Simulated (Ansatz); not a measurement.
**TiO2 (I4_1/amd): cell relaxations under several functionals in Python**

The task is cell relaxations under several functionals, for TiO2 (I4_1/amd).

All numbers are computed with the Python package of Ansatz 0.2.0. The levels of theory stand in the script.

## (1) The structure

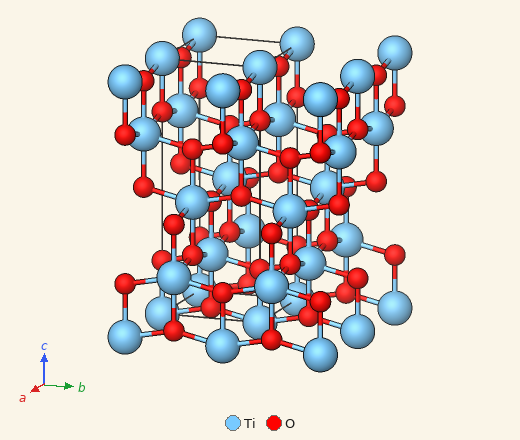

The starting structure, viewed slightly off an axis; titanium blue, oxygen red. 2×2×1 cells are drawn. The cell is the conventional one. Atoms on cell faces are repeated.

tio2.extxyz, read by the script:

```xyz
6
Lattice="-1.8921 1.8921 4.7573 1.8921 -1.8921 4.7573 1.8921 1.8921 -4.7573" Properties=species:S:1:pos:R:3 pbc="T T T"
Ti    0.00000000    0.00000000    0.00000000
Ti    0.00000000    1.89210000    2.37865000
O     0.00000000   -0.00000000    1.97998826
O     0.00000000    1.89210000    4.35863826
O     0.00000000    1.89210000    0.39866174
O    -0.00000000    0.00000000    7.53461174
```

## (2) Script

Contents of lattice_tio2.py:

```python
"""How the lattice of TiO2 depends on the functional."""

import ansatz as az
import numpy as np

def edges_and_angles(cell):
    cell = np.asarray(cell)
    a, b, c = np.linalg.norm(cell, axis=1)
    cosines = cell[1] @ cell[2] / (b * c), cell[0] @ cell[2] / (a * c), cell[0] @ cell[1] / (a * b)
    return (a, b, c, *np.degrees(np.arccos(cosines)))

cell = az.Crystal.from_extxyz("tio2.extxyz")

calculation = (
    cell.calculation()
    .occupations("gaussian", width=0.01)
    .kpoints(8, 8, 8)
    .relax(cell=True)
)

levels = [("r2scan", "rvv10"), ("pbe", "none"), ("r2scan", "d4"), ("pbesol", "none")]
print("level            a       b       c    alpha   beta  gamma  V/atom  steps")
for name, dispersion in levels:
    seen = []
    run = calculation.functional(name, dispersion=dispersion).session().plan()
    result = run.execute(on_event=lambda e: seen.append(e) if e["event"] == "relax_step" else None)
    cell = result.lattice.cell_ang
    label = name if dispersion == "none" else f"{name}+{dispersion}"
    print("{:13s} {:7.4f} {:7.4f} {:7.4f} {:6.2f} {:6.2f} {:6.2f}".format(label, *edges_and_angles(cell)), f"{abs(np.linalg.det(cell)) / len(result.lattice.sites):7.3f} {len(seen):5d}")
```

## (3) The input behind the calls

The package turns the script's settings into the engine's input (first run):

```yaml
crystal:
  lattice:
    - [-1.8921, 1.8921, 4.7573]
    - [1.8921, -1.8921, 4.7573]
    - [1.8921, 1.8921, -4.7573]
  atoms:
    - { symbol: Ti, position: [0.0, 0.0, 0.0] }
    - { symbol: Ti, position: [0.75, 0.25, 0.5] }
    - { symbol: O, position: [0.2081, 0.2081, 0.0] }
    - { symbol: O, position: [0.9581000000000001, 0.45810000000000006, 0.5] }
    - { symbol: O, position: [0.5419, 0.0419, 0.5] }
    - { symbol: O, position: [0.7919, 0.7919, 0.0] }
kpoints:
  mp_grid:
    grid: [8, 8, 8]
hamiltonian:
  xc: r2scan
  dispersion: rvv10
scf:
  occupations:
    method: gaussian
    width: 0.01
relax:
  cell: {}
```

## (4) Running it

On the command line:

```sh
> python lattice_tio2.py
```

Log:

```text
level            a       b       c    alpha   beta  gamma  V/atom  steps
DeckWarning: basis.ecutwfc = 500 eV, auto-derived from the records' recommended cutoffs: set by Ti (their level for a meta-GGA)
r2scan+rvv10   5.4616  5.4616  5.4616 139.56 139.56  58.52  11.320     6
DeckWarning: basis.ecutwfc = 420 eV, auto-derived from the records' recommended cutoffs: set by Ti (normal level)
pbe            5.5443  5.5443  5.5443 139.93 139.93  57.96  11.666     9
r2scan+d4      5.4704  5.4704  5.4704 139.67 139.67  58.35  11.323     6
pbesol         5.4694  5.4694  5.4694 139.68 139.68  58.34  11.312     8
```

(Warnings from the package without file and line.)

Wall time 3.9 min (1 thread of Arm Neoverse V2, shared host); peak memory 0.71 GiB.

## (5) The runs side by side

From the records of these 4 runs:

```tsv
run	functional	dispersion	energy (eV/atom)	final volume (Å³/atom)	SCF cycles in all	CPU time (s)
1	r2scan	rvv10	-1215.0163	11.32	30	85
2	pbe	none	-1212.9167	11.67	52	42
3	r2scan	d4	-1215.5202	11.32	32	76
4	pbesol	none	-1199.9556	11.31	41	33
```

Totals hang on method, basis and potentials, so only like runs compare.

## (6) The relaxation of run 1, step by step

Step by step:

| step | E - E(step 1) (eV/cell) | largest force component (eV/Å) | pressure (GPa) | volume (Å³) |
| --- | --- | --- | --- | --- |
| 1 | 0.0000 | 0.0252 | -0.69 | 68.13 |
| 2 | -0.0007 | 0.0200 | -0.21 | 67.97 |
| 3 | -0.0010 | 0.0024 | 0.05 | 67.89 |
| 4 | -0.0010 | 0.0016 | 0.02 | 67.90 |
| 5 | -0.0010 | 0.0001 | 0.00 | 67.92 |
| 6 | -0.0009 | 0.0001 | 0.00 | 67.92 |

Step 1 is the start. Step 6 repeats the geometry before it on a plane-wave basis chosen anew for that cell, so its energy need not be comparable with the rows above.

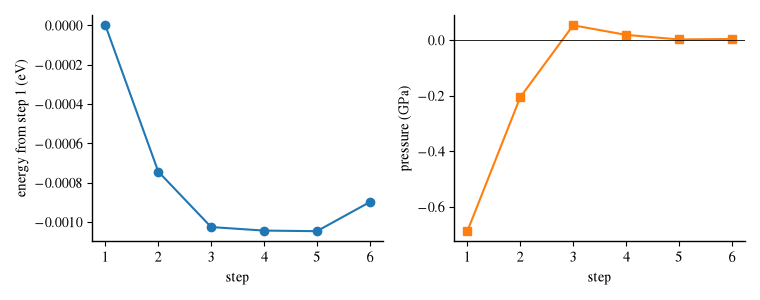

Energy and pressure along the relaxation.

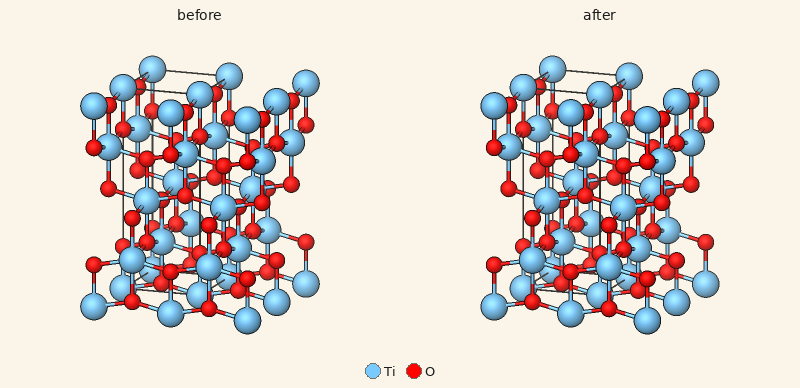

Before and after, at one scale. The change is too small to see at this scale.

Lengths and angles in the start's conventional setting:

|  | before | after | change |
| --- | --- | --- | --- |
| a (Å) | 3.784 | 3.776 | -0.2 % |
| b (Å) | 3.784 | 3.776 | -0.2 % |
| c (Å) | 9.515 | 9.529 | +0.2 % |
| volume (Å³/atom) | 11.35 | 11.32 | -0.3 % |
| shortest distance (Å) | 1.934 | 1.930 | -0.2 % |
| space group (0.01 Å) | I4_1/amd | I4_1/amd | same |

The run keeps the 16 symmetry operations of the start, so it could not have lowered the symmetry.

## (7) Path of the relaxation of run 4

The steps of the relaxation:

```csv
step,E - E(step 1) (eV/cell),largest force component (eV/Å),pressure (GPa),volume (Å³)
1,0.0000,0.0091,-1.06,68.13
2,-0.0022,0.0057,-0.32,67.92
3,-0.0031,0.0058,0.10,67.82
4,-0.0031,0.0009,0.09,67.84
5,-0.0030,0.0001,0.00,67.87
6,-0.0020,0.0000,-0.03,67.87
7,-0.0020,0.0001,0.00,67.87
8,-0.0020,0.0001,0.00,67.87
```

Step 1 is the start. Steps 6, 8 each repeat the geometry before them on a plane-wave basis chosen anew, so the energy can jump there without any move.

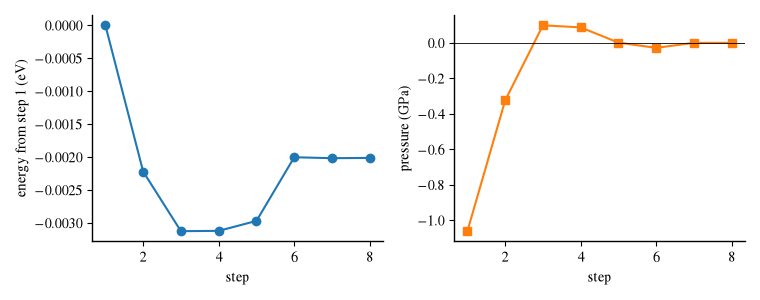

Energy and pressure along the relaxation.

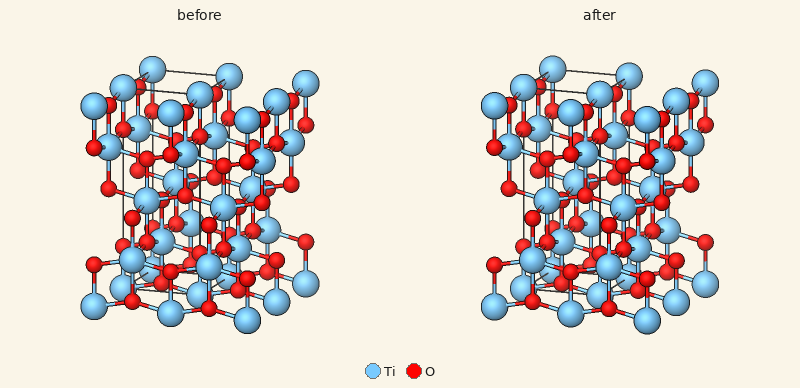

The structure before (left) and after (right) the relaxation, drawn at the same scale. The change is too small to see at this scale.

Lengths and angles in the start's conventional setting:

|  | before | after | change |
| --- | --- | --- | --- |
| a (Å) | 3.784 | 3.770 | -0.4 % |
| b (Å) | 3.784 | 3.770 | -0.4 % |
| c (Å) | 9.515 | 9.552 | +0.4 % |
| volume (Å³/atom) | 11.35 | 11.31 | -0.4 % |
| shortest distance (Å) | 1.934 | 1.928 | -0.3 % |
| space group (0.01 Å) | I4_1/amd | I4_1/amd | same |

Forces and stress were held to the start's 16 operations: a distortion of lower symmetry was not tested.

## (8) Summary of results

| quantity | value |
| --- | --- |
| runs compared | 4 |
| relaxed volume | 11.31 (pbesol) to 11.67 Å³/atom (pbe) |

In words: From smallest to largest: PBEsol (11.31 Å³ an atom, -0.4 % against the start), r2SCAN+RVV10 (11.32 Å³ an atom, -0.3 % against the start), r2SCAN+D4 (11.32 Å³ an atom, -0.3 % against the start) and PBE (11.67 Å³ an atom, +2.7 % against the start). The spread is 3.1 % in volume. In run 1, over 4 moves the cell shrank by 0.3 % in volume, and the space group stayed I4_1/amd. In run 4, over 5 moves the cell shrank by 0.4 % in volume, and the space group stayed I4_1/amd. What to keep in mind:
- The run is spin-unpolarised.
- Edges and angles that the script prints are those of the cell as typed, here a primitive one.
